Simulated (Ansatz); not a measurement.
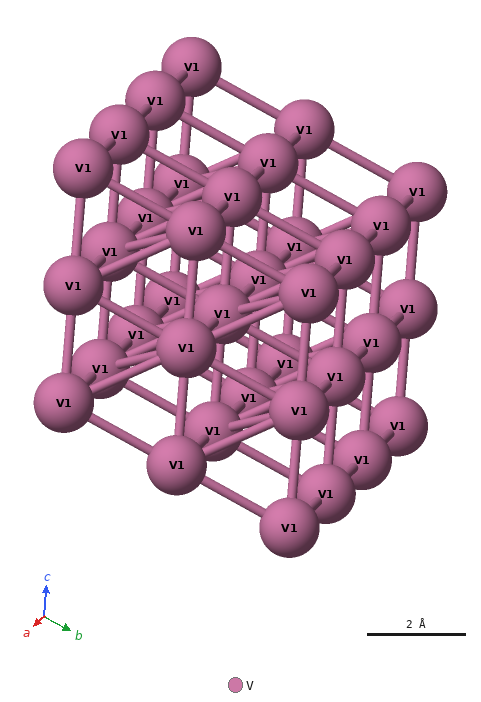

Fig. 1: The structure as given in the input (ball-and-stick view of the cell of the calculation, repeated 3 × 2 × 2, seen slightly off an axis; atoms are numbered from 1 in the order of the input). An atom can appear more than once, as a periodic image.

## V: a changed input and its effect

System: V (1 atom in the cell).
Method of the first run: Kohn-Sham DFT of a periodic cell, PBE, Ansatz PAW, spin-polarised (Ansatz 0.2.0).

The structure derives from an entry of the Crystallography Open Database. Text and figures count atoms from 1; the logs count them from 0 in places.

### The input, the first run
```yaml
crystal:
  lattice:
    - [-1.37771515, 1.64119061, 1.64793453]
    - [1.50497572, -1.49125904, 1.62526353]
    - [1.27254586, 1.38608975, -1.49800296]
  atoms:
    - { symbol: V, position: [0.0, 0.0, 0.0], spin: 0.5 }
hamiltonian:
  xc: pbe
  pseudopotentials: { kind: paw }
magnetization:
  spin_polarized: true
  initial_magnetization: 0.5
  spin_locking: { lock_magnetization: hard }
kpoints:
  mp_grid: { grid: [9, 10, 11] }
scf:
  occupations: { method: fermi_dirac, width: 0.05 }
  lower_state_search: "off"
output:
  forces: true
  stress: true
  eigenvalues: true
```

Launched with:
```bash
ansatz run input.yaml --threads 2 --pin off --max-ram 5632MiB --backend cpu --events-out ev --progress --plain --runs-dir out
```

Hardware: 2 threads of Arm Neoverse V1, 24 GiB of memory available, shared host.

### Output, shortened to warnings, some set-up lines, iterations and results (the first run)
```
Warning: output.stress: scf.convergence.dr2_threshold = 1e-7 eV (the SCF's general default) is looser than the 1e-10 eV advised for a printed stress (1e-10 eV for each atom of the cell: 1). What an SCF threshold leaves in a stress goes as its square root, and in the free energy as the threshold itself, and one threshold admits the most on a small cell: of the crystals measured, under no hybrid …
Basis set: ecut = 420 eV, 265 PW (Γ), exchange–correlation on 40×36×36 points (8 copies of the dense FFT grid, shifted against one another)
Symmetry: 2 space group operations
k-points: 496 of 990
Initial density: superposition of atomic densities (chi_scale 0.1, normalization cell)
[...]
SCF iter   1: F=—  HF=-2912.532650 eV  |F-HF|=—  |Δ(HF+E_count)|=         —  Δρ=5.36e-2 (↑5.36e-2 ↓3.00e-2)  dr2=7.90e-1  dr2_m=2.17e-2  M=0.500 μB ∫|m|=0.500 μB  β_m=0.30  …
SCF iter   2: F=—  HF=-2912.356995 eV  |F-HF|=—  |Δ(HF+E_count)|=   1.76e-1  Δρ=3.06e-2 (↑3.06e-2 ↓1.65e-2)  dr2=2.38e-1  dr2_m=1.02e-2  M=0.500 μB ∫|m|=0.500 μB  β_m=0.46  …
SCF iter   3: F=—  HF=-2912.298845 eV  |F-HF|=—  |Δ(HF+E_count)|=   5.82e-2  Δρ=6.33e-3 (↑6.19e-3 ↓6.33e-3)  dr2=5.46e-3  dr2_m=1.17e-3  M=0.500 μB ∫|m|=0.500 μB  β_m=0.67  …
SCF iter   4: F=—  HF=-2912.303616 eV  |F-HF|=—  |Δ(HF+E_count)|=   4.77e-3  Δρ=1.52e-3 (↑9.76e-4 ↓1.52e-3)  dr2=3.68e-4  dr2_m=6.54e-5  M=0.500 μB ∫|m|=0.500 μB  β_m=0.71  …
SCF iter   5: F=—  HF=-2912.303809 eV  |F-HF|=—  |Δ(HF+E_count)|=   1.93e-4  Δρ=3.28e-4 (↑2.57e-4 ↓3.28e-4)  dr2=9.81e-6  dr2_m=7.68e-6  M=0.500 μB ∫|m|=0.500 μB  β_m=0.79  …
SCF iter   6: F=—  HF=-2912.303813 eV  |F-HF|=—  |Δ(HF+E_count)|=   4.10e-6  Δρ=6.56e-5 (↑6.56e-5 ↓6.34e-5)  dr2=2.16e-7  dr2_m=4.59e-7  M=0.500 μB ∫|m|=0.500 μB  β_m=0.89  …
SCF iter   7: F=—  HF=-2912.303814 eV  |F-HF|=—  |Δ(HF+E_count)|=   1.08e-6  Δρ=3.50e-5 (↑3.50e-5 ↓2.84e-5)  dr2=2.69e-7  dr2_m=4.68e-8  M=0.500 μB ∫|m|=0.500 μB  β_m=0.95  …
SCF iter   8: F=-2912.303814 eV  HF=-2912.303814 eV  |F-HF|=6.35e-9  |Δ(HF+E_count)|=   3.90e-8  Δρ=7.41e-6 (↑7.41e-6 ↓4.97e-6)  dr2=1.08e-8  dr2_m=1.33e-9  M=0.500 μB …
SCF iter   9: F=-2912.303814 eV  HF=-2912.303814 eV  |F-HF|=8.38e-10  |Δ(HF+E_count)|=  2.31e-10  Δρ=2.46e-6 (↑2.46e-6 ↓1.83e-6)  dr2=1.29e-9  dr2_m=1.73e-10  M=0.500 μB …
SCF 1 converged in 9 iterations: F = -2912.303814 eV  dr2 = 1.29e-9
SCF converged after 9 iterations
Stability checked in part: among states of this total moment the steps that led to this state did not find it unstable. No probe was made; neither looks for a lower state of another moment (fixed_total_moment; see scf.lower_state_search)
Magnetization: 0.5000 μB (6.7500 up, 6.2500 down)
Absolute magnetization: 0.5000 μB (∫|ρ↑−ρ↓|, with the PAW one-centre terms)
Spin contamination: 0.0005 ħ² per cell (⟨S²⟩ above its minimum at these occupations)
Per-site moments (μB) at R_I (Å): [(0.3622006735878396, 0.9921144366807537)]
Free energy (F): -2912.303814 eV
Harris-Foulkes:  -2912.303814 eV  (|F-HF|=8.38e-10)
Internal energy: -2912.293138 eV  (E = F + TS)
E sigma→0 (E₀):  -2912.298476 eV
Entropy (-TS):   -0.010676 eV (-10.676 meV/atom)
Fermi energy:    16.412510 (↑ 16.568928, ↓ 16.256091) eV
--- Per-component energies (eV) ---
  E_band       = -148.194214
  E_kinetic    = 336.479293
  E_local      = -914.761136  (includes V_loc(G=0)·N_el)
  E_nonlocal   = -45.207680
  E_hartree    = 419.404946
  E_xc         = -130.427809
  E_vxc        = -165.350427  (∫ρ·V_xc dr)
  E_paw        = -1112.984572  (= ΣΔE_a)
  E_vpaw       = -198.163098  (= ΣTr[D̂ρ^β])
  E_aug_tail   = 0.000272  (compensation charges beyond the density's cutoff)
  E_ewald      = -1464.796454
  E_smearing   = -0.010676  (= −TS)
  E_closure    = 0.000000  (closes the sum)
  Σ components = -2912.303814   (vs F -2912.303814, Δ=0.00e0)
--- Forces (eV/Å), atoms counted from 1 ---
  atom   1  V      0.00000000     0.00000000     0.00000000
  max |Σ_I F_I| component: 0.00e0 eV/Å
--- Stress (GPa, compression-positive) ---
        9.418929       0.585491      -1.398201
        0.585487      -1.076908      -3.586702
       -1.398189      -3.586697      -8.546183
  P = ⅓ Tr σ = -0.0681 GPa (-0.681 kbar)
```

The input of the second run differs as follows (lines with − go, lines with + come):
```diff
-    - { symbol: V, position: [0.0, 0.0, 0.0], spin: 0.5 }
+    - { symbol: V, position: [0.0, 0.0, 0.0], spin: 3.0 }
-  initial_magnetization: 0.5
+  initial_magnetization: 3.0
```

How does the second run compare with the first run?

The total moment is fixed by the input in the first run and the second run, so the state need not be the lowest. With the same functional and potentials, the second run lies 1757.9 meV per atom higher. The net moment of the cell goes from 0.50 to 3.00 μB. The pressure goes from −0.07 to 42.48 GPa. The SCF takes 8 iterations against 9.

### Output, shortened to warnings, some set-up lines, iterations and results (the second run)
```
Warning: output.stress: scf.convergence.dr2_threshold = 1e-7 eV (the SCF's general default) is looser than the 1e-10 eV advised for a printed stress (1e-10 eV for each atom of the cell: 1). What an SCF threshold leaves in a stress goes as its square root, and in the free energy as the threshold itself, and one threshold admits the most on a small cell: of the crystals measured, under no hybrid …
Basis set: ecut = 420 eV, 265 PW (Γ), exchange–correlation on 40×36×36 points (8 copies of the dense FFT grid, shifted against one another)
Symmetry: 2 space group operations
k-points: 496 of 990
Initial density: superposition of atomic densities (chi_scale 0.1, normalization cell)
[...]
SCF iter   1: F=—  HF=-2910.211348 eV  |F-HF|=—  |Δ(HF+E_count)|=         —  Δρ=6.71e-2 (↑6.71e-2 ↓6.10e-2)  dr2=2.16e-2  dr2_m=5.09e-1  M=3.000 μB ∫|m|=3.000 μB  β_m=0.30  …
SCF iter   2: F=—  HF=-2910.365240 eV  |F-HF|=—  |Δ(HF+E_count)|=   1.54e-1  Δρ=4.88e-2 (↑4.88e-2 ↓4.55e-2)  dr2=1.15e-2  dr2_m=2.76e-1  M=3.000 μB ∫|m|=3.000 μB  β_m=0.65  …
SCF iter   3: F=—  HF=-2910.545426 eV  |F-HF|=—  |Δ(HF+E_count)|=   1.80e-1  Δρ=2.13e-3 (↑2.13e-3 ↓1.42e-3)  dr2=3.97e-4  dr2_m=3.05e-4  M=3.000 μB ∫|m|=3.000 μB  β_m=0.76  …
SCF iter   4: F=—  HF=-2910.546014 eV  |F-HF|=—  |Δ(HF+E_count)|=   5.88e-4  Δρ=1.66e-3 (↑1.66e-3 ↓8.03e-4)  dr2=4.85e-4  dr2_m=5.53e-5  M=3.000 μB ∫|m|=3.000 μB  β_m=0.69  …
SCF iter   5: F=—  HF=-2910.545918 eV  |F-HF|=—  |Δ(HF+E_count)|=   9.57e-5  Δρ=5.46e-4 (↑5.46e-4 ↓3.20e-4)  dr2=2.98e-5  dr2_m=1.67e-5  M=3.000 μB ∫|m|=3.000 μB  β_m=0.70  …
SCF iter   6: F=—  HF=-2910.545933 eV  |F-HF|=—  |Δ(HF+E_count)|=   1.48e-5  Δρ=1.72e-4 (↑1.72e-4 ↓1.53e-4)  dr2=1.70e-6  dr2_m=2.82e-6  M=3.000 μB ∫|m|=3.000 μB  β_m=0.85  …
SCF iter   7: F=—  HF=-2910.545941 eV  |F-HF|=—  |Δ(HF+E_count)|=   8.67e-6  Δρ=6.04e-5 (↑6.04e-5 ↓3.00e-5)  dr2=1.75e-7  dr2_m=1.96e-7  M=3.000 μB ∫|m|=3.000 μB  β_m=0.80  …
SCF iter   8: F=-2910.545942 eV  HF=-2910.545942 eV  |F-HF|=1.69e-8  |Δ(HF+E_count)|=   4.61e-7  Δρ=9.03e-6 (↑8.45e-6 ↓9.03e-6)  dr2=2.87e-9  dr2_m=8.75e-9  M=3.000 μB …
SCF 1 converged in 8 iterations: F = -2910.545942 eV  dr2 = 2.87e-9
SCF converged after 8 iterations
Stability checked in part: among states of this total moment the steps that led to this state did not find it unstable. No probe was made; neither looks for a lower state of another moment (fixed_total_moment; see scf.lower_state_search)
Magnetization: 3.0000 μB (8.0000 up, 5.0000 down)
Absolute magnetization: 3.0000 μB (∫|ρ↑−ρ↓|, with the PAW one-centre terms)
Spin contamination: 0.0008 ħ² per cell (⟨S²⟩ above its minimum at these occupations)
Per-site moments (μB) at R_I (Å): [(2.2365920074628676, 0.9921144366807537)]
Free energy (F): -2910.545942 eV
Harris-Foulkes:  -2910.545942 eV  (|F-HF|=1.69e-8)
Internal energy: -2910.534393 eV  (E = F + TS)
E sigma→0 (E₀):  -2910.540168 eV
Entropy (-TS):   -0.011549 eV (-11.549 meV/atom)
Fermi energy:    17.097534 (↑ 18.303650, ↓ 15.891418) eV
--- Per-component energies (eV) ---
  E_band       = -138.136759
  E_kinetic    = 339.619825
  E_local      = -927.630234  (includes V_loc(G=0)·N_el)
  E_nonlocal   = -39.998895
  E_hartree    = 429.438491
  E_xc         = -130.675641
  E_vxc        = -165.737107  (∫ρ·V_xc dr)
  E_paw        = -1116.491764  (= ΣΔE_a)
  E_vpaw       = -203.269204  (= ΣTr[D̂ρ^β])
  E_aug_tail   = 0.000279  (compensation charges beyond the density's cutoff)
  E_ewald      = -1464.796454
  E_smearing   = -0.011549  (= −TS)
  E_closure    = 0.000000  (closes the sum)
  Σ components = -2910.545942   (vs F -2910.545942, Δ=0.00e0)
--- Forces (eV/Å), atoms counted from 1 ---
  atom   1  V      0.00000000     0.00000000     0.00000000
  max |Σ_I F_I| component: 0.00e0 eV/Å
--- Stress (GPa, compression-positive) ---
       43.302724       8.835551     -12.352212
        8.835505      36.708139     -17.200953
      -12.352181     -17.200962      47.439496
  P = ⅓ Tr σ = 42.4835 GPa (424.835 kbar)
```

### The two runs side by side

```csv
quantity,the first run,the second run
outcome,converged,converged
free energy per atom (eV),−2912.3038,−2910.5459
"energy per atom, smearing taken to zero (eV)",−2912.2985,−2910.5402
net moment of the cell (μB),0.50,3.00
absolute moment of the cell (μB),0.50,3.00
pressure (GPa),−0.07,42.48
largest force (eV/Å),0.000,0.000
SCF iterations,9,8
irreducible k-points,496,496
plane waves at Γ,265,265
wall time (shared host),6.9 s,6.6 s
```

For both runs: Warnings: the SCF threshold is looser than advised for the printed stress. For the second run: The cell is under a pressure of 42 GPa at this level, so it is not at its equilibrium volume.
